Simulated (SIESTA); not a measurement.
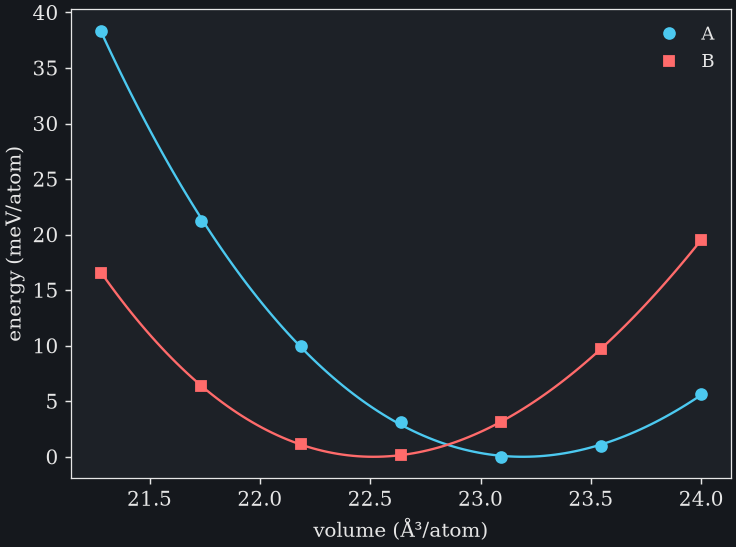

The figure compares two calculations of the energy against volume, each curve from its own zero. The first is for Ge, space group Fd-3m (No. 227).

The cell holds 2 atoms.

Computed with SIESTA 5.4.2: DFT in numerical atomic orbitals with pseudopotentials, no spin polarisation; energies at scaled volumes of the given cell, shape and fractions fixed, counted from the fit's minimum, third-order Birch-Murnaghan fit. Level: LDA.

- k mesh: 8×8×8
- occupations: Fermi–Dirac
- smearing width: 0.05 eV
- potentials: PseudoDojo 0.4 standard, converted to PSML, two zetas on semicore shells
- program settings: basis DZP, mesh cutoff 800 Ry

In the second, the level changes from LDA to PBEsol.

**Which of A and B is the second calculation, and what did the change do?**

A. The equilibrium volume rises from 22.52 to 23.19 Å³/atom (+3.0 %) and the bulk modulus falls from 71.3 to 67.2 GPa (−5.8 %).

For both, limits of the calculation: mulliken charges of long orbitals.

V0 and the bulk modulus come from third-order Birch–Murnaghan fits.
